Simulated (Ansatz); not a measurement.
## Zn$_{7}$Se$_{8}$ (charge −2): geometry relaxation (part 2 of 2)

Zn$_{7}$Se$_{8}$ (defect cell, 15 atoms in the cell, total charge −2); DFT LDA, scalar-relativistic, plane waves, PAW, no spin polarisation (Ansatz 0.2.0); cutoff 420 eV, 2×2×2 k-mesh, Gaussian smearing of 0.02 eV. The structure derives from a Materials Project entry. It belongs to a series of runs on one base structure; here: Zn on a Zn site beside a Zn vacancy, charge -2, atoms relaxed.

**Output, continued**
```
  k-point 0: bands = ["-40.6134", "-40.6130", "-40.6130", "-40.6130", "-40.6078", "-40.6078", "-40.6077", "-40.6077", "-40.6077", "-40.6074", "-40.6074", "-40.6074", "-40.6021", "-40.6021", "-40.6021", "-40.6020", "-40.6020", "-40.6020", "-40.6020", "-40.6020", "-40.1403", "-40.1403", "-40.1403", "-40.1403", "-40.1403", "-40.1402", "-40.1402", "-40.1402", "-40.0901", "-40.0901", "-40.0900", "-40.0900", "-40.0900", "-40.0896", "-40.0896", "-40.0896", "-40.0720", "-40.0717", "-40.0717", "-40.0717", "-6.8964", "-6.0669", "-6.0669", "-6.0669", "-5.8540", "-5.5347", "-5.5347", "-5.5347", "-0.3939", "-0.3939", "-0.3939", "-0.3744", "-0.3744", "-0.2588", "-0.2588", "-0.2588", "-0.2215", "-0.2215", "-0.2215", "-0.2109", "-0.2109", "-0.2109", "-0.0520", "-0.0520", "-0.0303", "-0.0303", "-0.0303", "0.0309", "0.0309", "0.0309", "0.0721", "0.0721", "0.0721", "0.0833", "0.0833", "0.0993", "0.1444", "0.1444", "0.1444", "0.1902", "0.1902", "0.1902", "0.2473", "1.0606", "1.0606", "1.0606", "1.1693", "1.5343", "1.5343", "2.8696", "4.2574", "4.2574", "4.2574", "4.5289", "4.5289", "4.5289", "5.6868", "5.6868", "5.6868", "5.8109", "5.8109", "5.9755", "5.9755", "5.9755", "6.7668", "6.7668", "6.7668", "7.9417", "8.9102", "8.9102", "8.9102", "9.2981", "9.4417", "9.4417", "9.4417", "9.7185", "9.7185", "11.5939", "12.3583", "12.3583", "12.3583", "12.8050", "12.8050", "12.8298", "12.8298", "12.8298", "13.4607", "13.4607", "13.4607"]
  k-point 1: bands = ["-40.6133", "-40.6131", "-40.6130", "-40.6130", "-40.6078", "-40.6078", "-40.6077", "-40.6076", "-40.6076", "-40.6075", "-40.6075", "-40.6074", "-40.6021", "-40.6021", "-40.6021", "-40.6020", "-40.6020", "-40.6020", "-40.6020", "-40.6020", "-40.1403", "-40.1403", "-40.1403", "-40.1403", "-40.1403", "-40.1402", "-40.1402", "-40.1402", "-40.0900", "-40.0900", "-40.0900", "-40.0900", "-40.0900", "-40.0897", "-40.0897", "-40.0896", "-40.0720", "-40.0717", "-40.0717", "-40.0717", "-6.5941", "-6.3982", "-6.0273", "-6.0273", "-5.8173", "-5.6431", "-5.5992", "-5.5992", "-0.4227", "-0.3812", "-0.3812", "-0.3384", "-0.3384", "-0.2626", "-0.2626", "-0.2538", "-0.2236", "-0.2236", "-0.2124", "-0.1737", "-0.1737", "-0.1402", "-0.1195", "-0.1195", "-0.1030", "-0.0950", "-0.0521", "-0.0413", "-0.0413", "-0.0190", "-0.0190", "0.0455", "0.0455", "0.0664", "0.0664", "0.0746", "0.0841", "0.1468", "0.1468", "0.1719", "0.1809", "0.1809", "0.1923", "1.5921", "1.6294", "1.6294", "1.8046", "1.8046", "2.7329", "3.2651", "3.6930", "3.8723", "3.8723", "4.0598", "4.0598", "4.0964", "4.8605", "4.8828", "4.8828", "4.9340", "4.9724", "5.3508", "5.3508", "6.0754", "6.0754", "6.4779", "6.4779", "9.2531", "9.3975", "9.9910", "9.9910", "10.1913", "10.3058", "10.3058", "10.9784", "11.9339", "11.9339", "12.0627", "12.2554", "12.2554", "12.7495", "12.8715", "12.8715", "13.2225", "13.3540", "13.3540", "13.8309", "13.9854", "13.9854"]
  k-point 2: bands = ["-40.6132", "-40.6132", "-40.6130", "-40.6130", "-40.6078", "-40.6078", "-40.6076", "-40.6076", "-40.6076", "-40.6076", "-40.6075", "-40.6075", "-40.6021", "-40.6021", "-40.6021", "-40.6021", "-40.6020", "-40.6020", "-40.6020", "-40.6020", "-40.1404", "-40.1403", "-40.1403", "-40.1403", "-40.1403", "-40.1403", "-40.1402", "-40.1402", "-40.0900", "-40.0900", "-40.0900", "-40.0900", "-40.0900", "-40.0897", "-40.0897", "-40.0897", "-40.0720", "-40.0718", "-40.0717", "-40.0717", "-6.4209", "-6.4064", "-6.0863", "-6.0863", "-5.8639", "-5.8191", "-5.5363", "-5.5363", "-0.4409", "-0.3702", "-0.3702", "-0.3521", "-0.3151", "-0.2988", "-0.2414", "-0.2405", "-0.2187", "-0.2187", "-0.1976", "-0.1976", "-0.1389", "-0.1316", "-0.1188", "-0.1188", "-0.0957", "-0.0928", "-0.0928", "-0.0631", "-0.0330", "-0.0007", "0.0108", "0.0343", "0.0343", "0.0355", "0.0428", "0.0455", "0.0467", "0.0797", "0.0831", "0.1139", "0.1139", "0.2885", "0.2885", "1.6928", "1.6979", "2.1477", "2.1477", "2.2731", "2.8679", "3.4923", "3.5072", "3.6607", "3.6607", "3.7650", "3.7783", "4.0821", "4.0821", "4.2012", "4.7575", "5.2824", "5.2824", "5.3322", "5.3322", "5.5726", "5.8148", "6.1574", "6.1574", "10.2536", "10.3621", "10.4796", "10.5796", "10.6534", "10.6534", "11.0818", "11.2087", "11.7281", "11.7281", "12.1326", "12.5280", "12.8958", "12.8958", "13.0321", "13.2868", "13.2868", "13.3331", "13.3720", "13.7623", "13.7623", "13.8160"]
--- Relaxed structure (4 steps of the walk, 4 accepted, 0 SCFs on fresh bases) ---
  F+E_penalty+E_count = -65783.92712234 eV   max|allowed force component| = 6.377e-3 eV/Å
  atoms:
    - { symbol: Zn, position: [0.4867979691525962, 0.5132020308474038, -0.01320203084740379] }
    - { symbol: Zn, position: [1.013202030847404, 0.5132020308474039, -0.01320203084740379] }
    - { symbol: Zn, position: [1.013202030847404, -0.01320203084740379, -0.01320203084740379] }
    - { symbol: Zn, position: [0.4867979691525962, 0.5132020308474039, 0.5132020308474038] }
    - { symbol: Zn, position: [0.4867979691525962, -0.01320203084740379, 0.5132020308474038] }
    - { symbol: Zn, position: [0.9999999999999998, 0.5000000000000001, 0.5] }
    - { symbol: Zn, position: [1.013202030847404, -0.01320203084740379, 0.5132020308474038] }
    - { symbol: Se, position: [0.3779598000019201, 0.3740133999993599, 0.3740133999993599] }
    - { symbol: Se, position: [0.38254334572107923, 0.8825433457210794, 0.3523699628367621] }
    - { symbol: Se, position: [0.8740133999993601, 0.3740133999993599, 0.3740133999993599] }
    - { symbol: Se, position: [0.87401339999936, 0.87795980000192, 0.37401339999936] }
    - { symbol: Se, position: [0.38254334572107923, 0.35236996283676214, 0.8825433457210794] }
    - { symbol: Se, position: [0.3825433457210792, 0.8825433457210795, 0.8825433457210794] }
    - { symbol: Se, position: [0.87401339999936, 0.37401339999936, 0.87795980000192] }
    - { symbol: Se, position: [0.8523699628367618, 0.8825433457210794, 0.8825433457210794] }
```

**Trajectory as extended XYZ (Å, eV, eV/Å), 4 frames, from step=1 to step=4**
```
15
Lattice="0.0000 5.5675 -5.5675 5.5675 5.5675 0.0000 5.5675 0.0000 -5.5675" Properties=species:S:1:pos:R:3:forces:R:3 step=1 energy=-65783.32255
Zn    2.7838    5.5675   -2.7838    0.0000   0.0000   0.9603
Zn    2.7838    8.3513   -5.5675    0.0000   0.9603   0.0000
Zn    0.0000    5.5675   -5.5675   -0.9603   0.0000   0.0000
Zn    5.5675    5.5675   -5.5675    0.9603   0.0000   0.0000
Zn    2.7838    2.7838   -5.5675    0.0000  -0.9603   0.0000
Zn    5.5675    8.3513   -8.3513    0.0000   0.0000   0.0000
Zn    2.7838    5.5675   -8.3513    0.0000   0.0000  -0.9603
Se    4.1756    4.1756   -4.1756   -0.0306   0.0306  -0.0306
Se    6.9594    6.9594   -4.1756   -0.3504   0.3504   0.3504
Se    4.1756    6.9594   -6.9594   -0.0306  -0.0306   0.0306
Se    6.9594    9.7432   -6.9594    0.0306   0.0306   0.0306
Se    6.9594    4.1756   -6.9594   -0.3504  -0.3504  -0.3504
Se    9.7432    6.9594   -6.9594    0.3504   0.3504  -0.3504
Se    6.9594    6.9594   -9.7432    0.0306  -0.0306  -0.0306
Se    9.7432    9.7432   -9.7432    0.3504  -0.3504   0.3504
15
Lattice="0.0000 5.5675 -5.5675 5.5675 5.5675 0.0000 5.5675 0.0000 -5.5675" Properties=species:S:1:pos:R:3:forces:R:3 step=2 energy=-65783.84899
Zn    2.7838    5.5675   -2.6838    0.0000   0.0000   0.3979
Zn    2.7838    8.4512   -5.5675    0.0000   0.3979   0.0000
Zn   -0.1000    5.5675   -5.5675   -0.3979   0.0000   0.0000
Zn    5.6675    5.5675   -5.5675    0.3979   0.0000   0.0000
Zn    2.7838    2.6838   -5.5675    0.0000  -0.3979   0.0000
Zn    5.5675    8.3513   -8.3513    0.0000   0.0000   0.0000
Zn    2.7838    5.5675   -8.4512    0.0000   0.0000  -0.3979
Se    4.1604    4.1909   -4.1909    0.0685  -0.0685   0.0685
Se    6.8568    7.0621   -4.0730    0.1839  -0.1839  -0.1839
Se    4.1604    6.9442   -6.9442    0.0685   0.0685  -0.0685
Se    6.9747    9.7584   -6.9442   -0.0685  -0.0685  -0.0685
Se    6.8568    4.0730   -7.0621    0.1839   0.1839   0.1839
Se    9.8458    7.0621   -7.0621   -0.1839  -0.1839   0.1839
Se    6.9747    6.9442   -9.7584   -0.0685   0.0685   0.0685
Se    9.8458    9.6405   -9.6405   -0.1839   0.1839  -0.1839
15
Lattice="0.0000 5.5675 -5.5675 5.5675 5.5675 0.0000 5.5675 0.0000 -5.5675" Properties=species:S:1:pos:R:3:forces:R:3 step=3 energy=-65783.92712
Zn    2.7838    5.5675   -2.6368    0.0000   0.0000  -0.0060
Zn    2.7838    8.4983   -5.5675    0.0000  -0.0060   0.0000
Zn   -0.1470    5.5675   -5.5675    0.0060   0.0000   0.0000
Zn    5.7145    5.5675   -5.5675   -0.0060   0.0000   0.0000
Zn    2.7838    2.6368   -5.5675    0.0000   0.0060   0.0000
Zn    5.5675    8.3513   -8.3513    0.0000   0.0000   0.0000
Zn    2.7838    5.5675   -8.4983    0.0000   0.0000   0.0060
Se    4.1647    4.1866   -4.1866   -0.0061   0.0061  -0.0061
Se    6.8754    7.0434   -4.0916   -0.0011   0.0011   0.0011
Se    4.1647    6.9484   -6.9484   -0.0061  -0.0061   0.0061
Se    6.9704    9.7542   -6.9484    0.0061   0.0061   0.0061
Se    6.8754    4.0916   -7.0434   -0.0011  -0.0011  -0.0011
Se    9.8272    7.0434   -7.0434    0.0011   0.0011  -0.0011
Se    6.9704    6.9484   -9.7542    0.0061  -0.0061  -0.0061
Se    9.8272    9.6592   -9.6592    0.0011  -0.0011   0.0011
15
Lattice="0.0000 5.5675 -5.5675 5.5675 5.5675 0.0000 5.5675 0.0000 -5.5675" Properties=species:S:1:pos:R:3:forces:R:3 step=4 energy=-65783.92712
Zn    2.7838    5.5675   -2.6368    0.0000   0.0000  -0.0064
Zn    2.7838    8.4983   -5.5675    0.0000  -0.0064   0.0000
Zn   -0.1470    5.5675   -5.5675    0.0064   0.0000   0.0000
Zn    5.7145    5.5675   -5.5675   -0.0064   0.0000   0.0000
Zn    2.7838    2.6368   -5.5675    0.0000   0.0064   0.0000
Zn    5.5675    8.3513   -8.3513    0.0000   0.0000   0.0000
Zn    2.7838    5.5675   -8.4983    0.0000   0.0000   0.0064
Se    4.1647    4.1866   -4.1866   -0.0062   0.0062  -0.0062
Se    6.8754    7.0434   -4.0916   -0.0012   0.0012   0.0012
Se    4.1647    6.9484   -6.9484   -0.0062  -0.0062   0.0062
Se    6.9704    9.7542   -6.9484    0.0062   0.0062   0.0062
Se    6.8754    4.0916   -7.0434   -0.0012  -0.0012  -0.0012
Se    9.8272    7.0434   -7.0434    0.0012   0.0012  -0.0012
Se    6.9704    6.9484   -9.7542    0.0062  -0.0062  -0.0062
Se    9.8272    9.6592   -9.6592    0.0012  -0.0012   0.0012
```

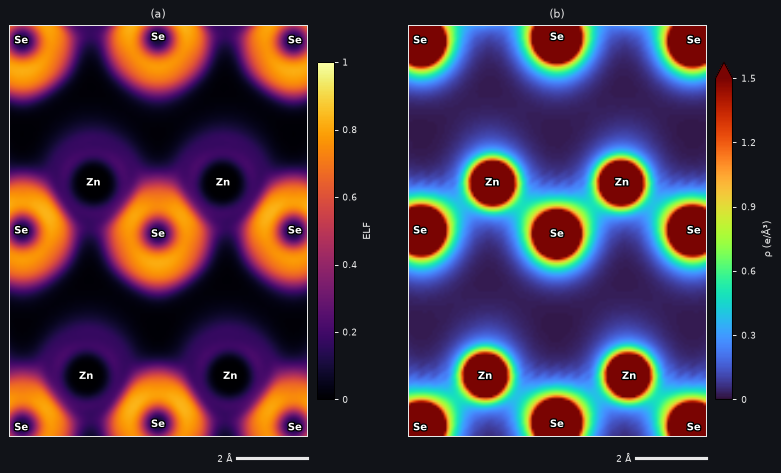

(a) ELF; (b) valence charge density (pseudo) on the (11̄0) plane of the calculation cell. The section cuts through Zn and Se sites. Zn–Se (2.39 Å): ρ at the midpoint is about 0.53 e/Å³; the ELF is about 0.60 at the midpoint. Zn–Se (2.49 Å): ρ is about 0.43 e/Å³ halfway; the ELF is about 0.60 at the midpoint. Away from the nuclei the density in this plane falls to 0.01 e/Å³ at its lowest. The fields are those of the smooth PAW valence density.

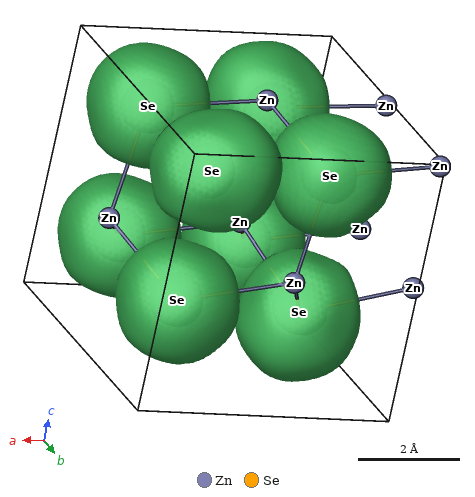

Isosurface of the electron localisation function at 0.65 (green), seen at an oblique angle. Only the valence region is drawn (cores and ρ < 0.01 e/Å³ removed). Sticks mark near contacts. The outline is the calculation cell. Profiles from the grid: Zn–Se (2.39 Å): the ELF is about 0.60 at the midpoint. Zn–Se (2.43 Å): the ELF is about 0.60 at the midpoint.

This output came from the following input.

**The input**
```yaml
crystal:
  lattice:
    - [0.0, 5.5675272894, -5.5675272894]
    - [5.5675272894, 5.5675272894, 0.0]
    - [5.5675272894, 0.0, -5.5675272894]
  atoms:
    - { symbol: Zn, position: [0.5, 0.5, 0.0] }
    - { symbol: Zn, position: [1.0, 0.5, 0.0] }
    - { symbol: Zn, position: [1.0, 0.0, 0.0] }
    - { symbol: Zn, position: [0.5, 0.5, 0.5] }
    - { symbol: Zn, position: [0.5, 0.0, 0.5] }
    - { symbol: Zn, position: [1.0, 0.5, 0.5] }
    - { symbol: Zn, position: [1.0, 0.0, 0.5] }
    - { symbol: Se, position: [0.375, 0.375, 0.375] }
    - { symbol: Se, position: [0.375, 0.875, 0.375] }
    - { symbol: Se, position: [0.875, 0.375, 0.375] }
    - { symbol: Se, position: [0.875, 0.875, 0.375] }
    - { symbol: Se, position: [0.375, 0.375, 0.875] }
    - { symbol: Se, position: [0.375, 0.875, 0.875] }
    - { symbol: Se, position: [0.875, 0.375, 0.875] }
    - { symbol: Se, position: [0.875, 0.875, 0.875] }
total_charge: -2
basis:
  ecutwfc: 420
  xc_grid: 2
kpoints:
  mp_grid: { grid: [2, 2, 2], shift: [0.0, 0.0, 0.0] }
hamiltonian:
  xc: lda
scf:
  occupations: { method: gaussian, width: 0.02 }
output:
  forces: true
  stress: false
  eigenvalues: true
  write_density: true
  write_potential: true
  elf: true
  volumetric_format: npy
relax:
  adjacent_minimum: "off"
  f_tol: 0.02
  max_steps: 60
```

Launch command:
```bash
ansatz run input.yaml --threads 4 --pin off --max-ram 10240MiB --backend cpu --events-out ev --progress --plain --runs-dir out
```

**Results in brief**

```tsv
quantity	value
outcome	converged
electrons treated	214
free energy	−65783.9271 eV
Fermi energy	7.354 eV
gap on the k-point mesh	1.17 eV
final volume	345.16 Å³
largest force (length of the vector) at the end	0.011 eV/Å
hardware	4 threads of Intel Xeon (Sapphire Rapids), 192 GiB of memory available, shared host
wall time	13 s (CPU time 46 s)
peak memory	0.94 GiB
```
